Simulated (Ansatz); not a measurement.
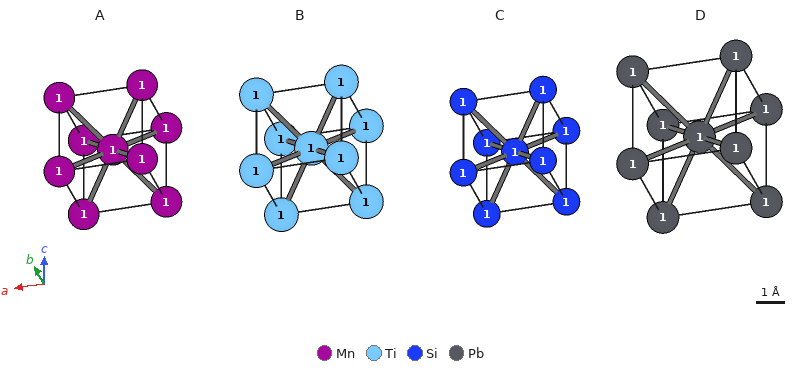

One structure type (space group Im-3m for the parent) with different elements on its sites, each relaxed in cell and atoms to zero pressure (within 0.1 GPa). The picture is a ball-and-stick view of the conventional cell (2 times the calculation's cell), seen from a free direction. Lengths and directions refer to the drawn axes.

Theory: Ansatz, DFT r2SCAN, scalar-relativistic, plane waves, PAW. Set-up: plane-wave cutoff 500 eV; occupations gaussian; smearing width 0.1 eV. The k-mesh is chosen for each cell (18×18×18, 20×20×20, 16×16×16). Spin polarisation is switched on in some of the runs only.

> Give the formulas, and rank the crystals by volume per atom, smallest first.

C = Si (14.1 Å³), A = Mn (15.9 Å³), B = Ti (17.2 Å³), D = Pb (31.0 Å³).
